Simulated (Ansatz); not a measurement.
# Geometry relaxation, with input and output: Al$_{2}$Cu (part 2 of 2)

Continued. System: Al$_{2}$Cu (6 atoms in the cell). Method: DFT r2SCAN, scalar-relativistic, plane waves, PAW, no spin polarisation (Ansatz 0.2.0); cutoff 500 eV, 10×10×6 k-mesh, Gaussian smearing of 0.1 eV. The structure derives from a Materials Project entry. It belongs to a series of runs on one base structure; here: uniaxial strain along c, a, b and atoms relaxed: -2.0 %.

Geometry of the input (Å; fractional positions):
```
2.8814  2.8814  0.0000
-2.8814  2.8814  0.0000
0.0000  0.0000  5.6195
Al 0.5000  0.0000  0.2500
Al 0.0000  0.5000  0.2500
Al 0.0000  0.5000  0.7500
Al 0.5000  0.0000  0.7500
Cu 0.0000  0.0000  0.5000
Cu 0.5000  0.5000  0.0000
```

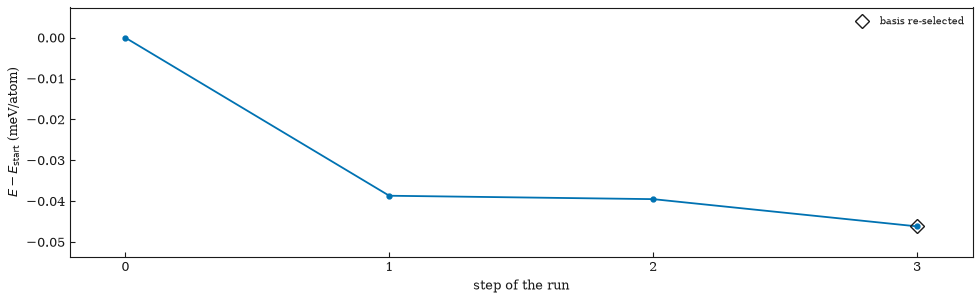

Figure 1. Progress of the relaxation, step by step (the first geometry is step 0 here and step 1 in the log). No atom moves by more than 0.005 Å relative to the cell. Cell: a = b 4.075 → 4.080 Å (+0.1 %), c stays at 5.619 Å. Volume +0.3 %. The space group stays I4/mmm (No. 139). The energy falls by next to nothing (0.0 meV per atom) in 2 geometry steps. All forces vanish by symmetry, so only the cell relaxes. The pressure goes from 1.12 to 0.83 GPa. A last SCF at the same geometry on a re-selected plane-wave basis shifts the energy by next to nothing (0.0 meV per atom). (Atoms are counted from 1 in the order of the input.)

```
basis re-selected at this cell: Δ(F+E_penalty+E_count) = -4.008e-5 eV, ΔP = +0.000 GPa vs the last step (what re-selecting the basis moved, of the pressure what is left beyond the Pulay correction that the steps carried, after the strain that the cell walked since its last selection, with what the two solves' SCF thresholds leave and, on support functions, any second-order correction that the steps lacked; it is no measure of the basis error at this ecutwfc). This SCF's stress stands 1.10e-3 GPa from its target on what of the cell is left free (relax.cell.stress_tol is 1.50e-2 GPa) and its largest allowed force component is 1.50e-17 eV/Å (relax.f_tol is 8.00e-3 eV/Å): within both
SCF converged after 7 iterations
Free energy (F): -15425.393069 eV
Harris-Foulkes:  -15425.393069 eV  (|F-HF|=3.64e-12)
Internal energy: -15425.386862 eV  (E = F + TS)
E sigma→0 (E₀):  -15425.389965 eV
Entropy (-TS):   -0.006208 eV (-1.035 meV/atom)
Fermi energy:    9.419620 eV
--- Per-component energies (eV) ---
  E_band       = -1032.426869
  E_kinetic    = 693.612570
  E_local      = -11771.277138  (includes V_loc(G=0)·N_el)
  E_nonlocal   = 808.888849
  E_hartree    = 5278.736425
  E_xc         = -318.039365
  E_vxc        = -380.599567  (∫ρ·V_xc dr)
  E_paw        = -5231.913822  (= ΣΔE_a)
  E_vpaw       = -964.841109  (= ΣTr[D̂ρ^β])
  E_aug_tail   = 0.000286  (compensation charges beyond the density's cutoff)
  E_vtau       = 24.316453  (kinetic-family band-sum trace: ∫τ·v_τ [+ j·A + Jᵃ·Aᵃ] dr)
  E_ewald      = -4884.552019
  E_core_change = -0.842648  (= ΣΔE_core)
  E_smearing   = -0.006208  (= −TS)
  E_closure    = 0.000000  (closes the sum)
  Σ components = -15425.393069   (vs F -15425.393069, Δ=0.00e0)
--- Forces (eV/Å), atoms counted from 1 ---
  atom   1  Al    -0.00000000     0.00000000     0.00000000
  atom   2  Al    -0.00000000     0.00000000     0.00000000
  atom   3  Al    -0.00000000     0.00000000     0.00000000
  atom   4  Al    -0.00000000     0.00000000     0.00000000
  atom   5  Cu    -0.00000000     0.00000000    -0.00000000
  atom   6  Cu     0.00000000     0.00000000     0.00000000
  max |Σ_I F_I| component: 5.55e-17 eV/Å
--- Stress (GPa, compression-positive) ---
        0.001096       0.000000       0.000000
       -0.000000       0.001096       0.000000
        0.000000       0.000000       2.476637
  P = ⅓ Tr σ = 0.8263 GPa (8.263 kbar)
--- Band table (eV; the first three rows and the last of 84) ---
  k-point 0: bands = ["-108.3695", "-108.3695", "-64.1628", "-64.1628", "-64.1628", "-64.1628", "-64.1490", "-64.1488", "-1.4518", "3.1851", "3.2246", "4.0148", "4.6495", "4.6740", "4.6740", "5.2186", "5.2344", "5.2344", "5.2689", "5.4113", "5.5639", "7.1264", "7.1264", "9.8366", "11.0835", "12.3593", "12.3593", "12.3842", "12.5708", "12.6961", "12.6961"]
  k-point 1: bands = ["-108.3695", "-108.3695", "-64.1628", "-64.1628", "-64.1628", "-64.1628", "-64.1490", "-64.1488", "-1.3143", "1.8769", "4.0578", "4.3760", "4.6081", "4.6930", "4.6930", "5.1582", "5.1582", "5.2315", "5.2459", "5.3983", "5.9671", "7.3418", "7.3418", "9.9122", "11.0552", "11.0552", "11.1987", "11.9044", "12.0822", "14.1811", "14.1811"]
  k-point 2: bands = ["-108.3695", "-108.3695", "-64.1628", "-64.1628", "-64.1628", "-64.1628", "-64.1490", "-64.1489", "-0.9033", "0.7102", "4.1753", "4.4936", "4.7524", "4.7524", "4.8699", "5.0024", "5.0024", "5.1770", "5.2667", "5.3630", "7.3487", "7.9134", "7.9134", "9.7979", "9.7979", "10.1466", "10.8547", "11.1611", "11.5674", "13.4976", "15.8959"]
  k-point 83: bands = ["-108.3695", "-108.3695", "-64.1629", "-64.1629", "-64.1629", "-64.1629", "-64.1489", "-64.1489", "3.5175", "3.5175", "3.5175", "3.5175", "3.9765", "3.9765", "4.3387", "4.3387", "5.1946", "5.1946", "5.4214", "5.4214", "5.6881", "5.6881", "5.6881", "5.6881", "6.8953", "6.8953", "14.1536", "14.1536", "14.1536", "14.1536", "15.1526"]
--- Relaxed structure (3 steps of the walk, 3 accepted, 1 SCFs on fresh bases) ---
  F+E_penalty+E_count = -15425.39306935 eV   max|allowed force component| = 1.503e-17 eV/Å   (the final SCF, on the basis selected at the relaxed cell)
  cell:  # Å, volume = 93.5632 Å³
    - [2.885294552408823, 2.885294552408823, 0.0]
    - [-2.885294552408823, 2.885294552408823, 0.0]
    - [0.0, 0.0, 5.6194640641]
  atoms:
    - { symbol: Al, position: [0.5, 0.0, 0.24999999999999997] }
    - { symbol: Al, position: [0.0, 0.5, 0.24999999999999997] }
    - { symbol: Al, position: [0.0, 0.5, 0.7499999999999999] }
    - { symbol: Al, position: [0.5, 0.0, 0.7499999999999999] }
    - { symbol: Cu, position: [2.949537723060093e-35, -2.7711240074005797e-35, 0.49999999999999994] }
    - { symbol: Cu, position: [0.5, 0.5, 8.122120820710451e-37] }
```

## Trajectory as extended XYZ (Å, eV, eV/Å), 4 frames, from step=1 to step=4
```
6
Lattice="2.8814 2.8814 0.0000 -2.8814 2.8814 0.0000 0.0000 0.0000 5.6195" Properties=species:S:1:pos:R:3:forces:R:3 step=1 energy=-15425.39279 pressure_GPa=1.12
Al    1.4407    1.4407    1.4049    0.0000   0.0000   0.0000
Al   -1.4407    1.4407    1.4049    0.0000   0.0000   0.0000
Al   -1.4407    1.4407    4.2146    0.0000   0.0000   0.0000
Al    1.4407    1.4407    4.2146    0.0000   0.0000   0.0000
Cu    0.0000    0.0000    2.8097    0.0000   0.0000   0.0000
Cu    0.0000    2.8814    0.0000    0.0000   0.0000   0.0000
6
Lattice="2.8844 2.8844 0.0000 -2.8844 2.8844 0.0000 0.0000 0.0000 5.6195" Properties=species:S:1:pos:R:3:forces:R:3 step=2 energy=-15425.39302 pressure_GPa=0.90
Al    1.4422    1.4422    1.4049    0.0000   0.0000   0.0000
Al   -1.4422    1.4422    1.4049    0.0000   0.0000   0.0000
Al   -1.4422    1.4422    4.2146    0.0000   0.0000   0.0000
Al    1.4422    1.4422    4.2146    0.0000   0.0000   0.0000
Cu    0.0000    0.0000    2.8097    0.0000   0.0000   0.0000
Cu    0.0000    2.8844    0.0000    0.0000   0.0000   0.0000
6
Lattice="2.8853 2.8853 0.0000 -2.8853 2.8853 0.0000 0.0000 0.0000 5.6195" Properties=species:S:1:pos:R:3:forces:R:3 step=3 energy=-15425.39303 pressure_GPa=0.83
Al    1.4426    1.4426    1.4049    0.0000   0.0000   0.0000
Al   -1.4426    1.4426    1.4049    0.0000   0.0000   0.0000
Al   -1.4426    1.4426    4.2146    0.0000   0.0000   0.0000
Al    1.4426    1.4426    4.2146    0.0000   0.0000   0.0000
Cu    0.0000    0.0000    2.8097    0.0000   0.0000   0.0000
Cu    0.0000    2.8853    0.0000    0.0000   0.0000   0.0000
6
Lattice="2.8853 2.8853 0.0000 -2.8853 2.8853 0.0000 0.0000 0.0000 5.6195" Properties=species:S:1:pos:R:3:forces:R:3 step=4 energy=-15425.39307 pressure_GPa=0.83
Al    1.4426    1.4426    1.4049    0.0000   0.0000   0.0000
Al   -1.4426    1.4426    1.4049    0.0000   0.0000   0.0000
Al   -1.4426    1.4426    4.2146    0.0000   0.0000   0.0000
Al    1.4426    1.4426    4.2146    0.0000   0.0000   0.0000
Cu    0.0000    0.0000    2.8097    0.0000   0.0000   0.0000
Cu    0.0000    2.8853    0.0000    0.0000   0.0000   0.0000
```

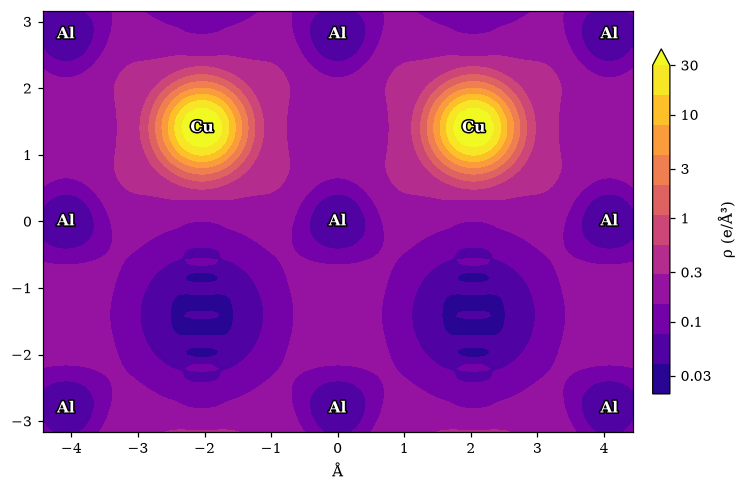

Figure 2. Valence electron density on the (100) plane of the conventional cell. The section cuts through Al and Cu sites. Al–Cu (2.48 Å): the density is about 0.33 e/Å³ at the midpoint. Al–Al (2.81 Å): ρ at the midpoint is about 0.25 e/Å³. Away from the nuclei the density in this plane falls to 0.009 e/Å³ at its lowest. The fields are those of the smooth PAW valence density.

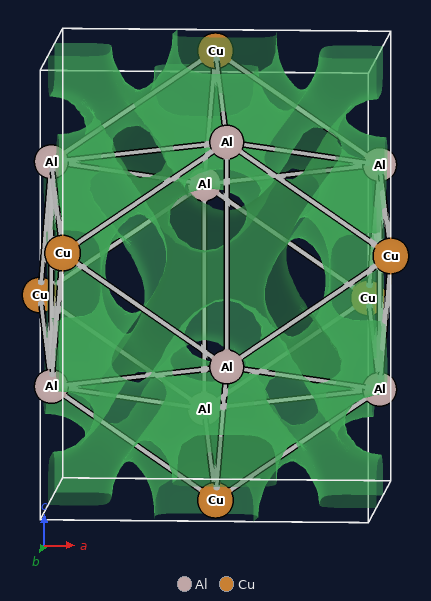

Figure 3. Isosurface of the ELF at 0.5 (green), seen at an oblique angle. Core shells and regions of very low density are left out. Sticks mark near contacts. The outline is the cell set on symmetry axes. Along the contacts the grid gives the following. Al–Cu (2.48 Å): the ELF peaks at about 0.70 between the atoms. Al–Al (2.81 Å): the ELF peaks at about 0.70 between the atoms.
